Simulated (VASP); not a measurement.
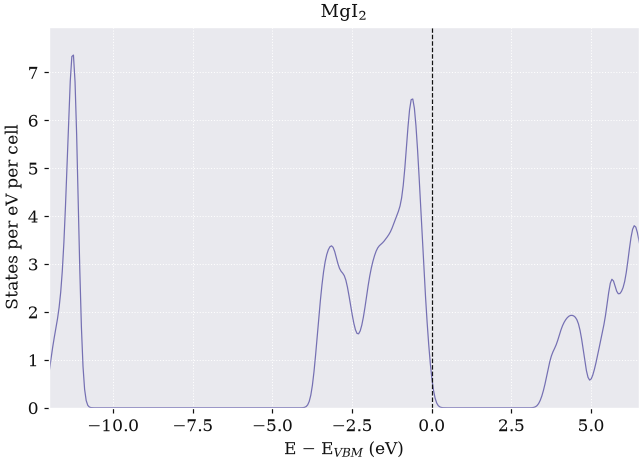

Density of states of MgI2, space group P-3m1 (No. 164), 3 atoms in the cell, 1T (CdI2) bulk type. VASP 6.6.1; DFT, PBE, plane waves, PAW, 12×12×4 k mesh, 520 eV cutoff, Fermi-Dirac smearing of 0.02 eV. Energies are counted from the top of the valence band. The curve is built from the levels of the k mesh with Gaussians 0.3 eV wide, which also blur the band edges.

There is a gap; over the k points computed it is 3.49 eV (indirect; the smallest direct gap is 3.68 eV). The upper group of valence states starts about 3.7 eV under the valence-band top, with a gap beneath it; it holds about 12 electrons a cell.

Spin-orbit coupling is left out, which matters for I.
